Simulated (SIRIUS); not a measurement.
Consider Te.

The calculation's input:

```
{
  "control": {
    "processing_unit": "cpu",
    "std_evp_solver_name": "lapack",
    "gen_evp_solver_name": "lapack",
    "verbosity": 2,
    "print_forces": true,
    "ortho_rf": true,
    "use_second_variation": true,
    "rmt_max": 3.0,
    "num_bands_to_print": 24,
    "save_wf": true
  },
  "parameters": {
    "electronic_structure_method": "full_potential_lapwlo",
    "xc_functionals": ["XC_GGA_X_PBE_SOL", "XC_GGA_C_PBE_SOL"],
    "core_relativity": "dirac",
    "valence_relativity": "iora",
    "num_fv_states": 44,
    "smearing": "fermi_dirac",
    "smearing_width": 0.0018374661,
    "pw_cutoff": 20,
    "gk_cutoff": 3.31,
    "lmax_apw": 10,
    "lmax_rho": 8,
    "lmax_pot": 8,
    "num_mag_dims": 0,
    "auto_rmt": 0,
    "ngridk": [7, 7, 5],
    "shiftk": [0, 0, 0],
    "num_dft_iter": 80,
    "energy_tol": 1e-07,
    "density_tol": 1e-05,
    "use_symmetry": true
  },
  "settings": {"tol_ne": 1e-10},
  "iterative_solver": {"type": "exact"},
  "mixer": {"type": "anderson", "beta": 0.5, "max_history": 8},
  "unit_cell": {
    "lattice_vectors": [[8.4168401591, 0.0, 0.0], [-4.2084200795, 7.2891973974, 0.0], [0.0, 0.0, 11.1947375623]],
    "atom_types": ["Te"],
    "atom_files": {"Te": "Te.json"},
    "atoms": {"Te": [[0.731, 0.731, 0.0], [0.0, 0.269, 0.6666666667], [0.269, 0.0, 0.3333333333]]}
  }
}
```

Run with:

```sh
OMP_NUM_THREADS=1 sirius.scf --input=sirius_start.json --output=start.json
OMP_NUM_THREADS=1 sirius.scf --input=sirius.json --output=output.json --task=1
```

Below, planes, directions and counts refer to the conventional cell (a = 4.45 Å, b = 4.45 Å, c = 5.92 Å, α = 90.00°, β = 90.00°, γ = 120.00°).

Space group P3₁21.

Computed with Kohn-Sham DFT of a periodic cell, PBEsol, all-electron FP-LAPW in SIRIUS 7.12.0.

Question: Predict the electron density between the atoms.

Answer: Te–Te (2.86 Å): ρ is about 0.39 e/Å³ halfway.

Question: Does the calculation make it a metal, or give it a gap?

Answer: It is gapped, with a Kohn–Sham gap of 0.59 eV on the k-point mesh (the band edges may lie off the mesh, which would make the gap smaller).

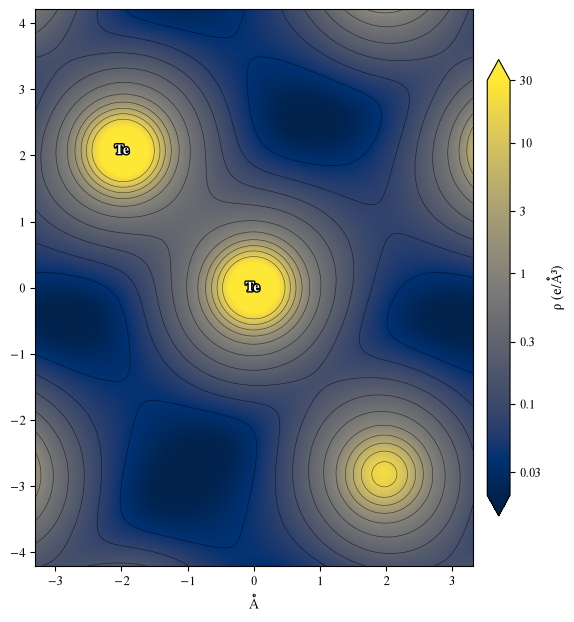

Computed electron density on the (110) plane of the conventional cell. Atoms just off the plane (Te, 0.4 Å away) can leave unmarked features too.
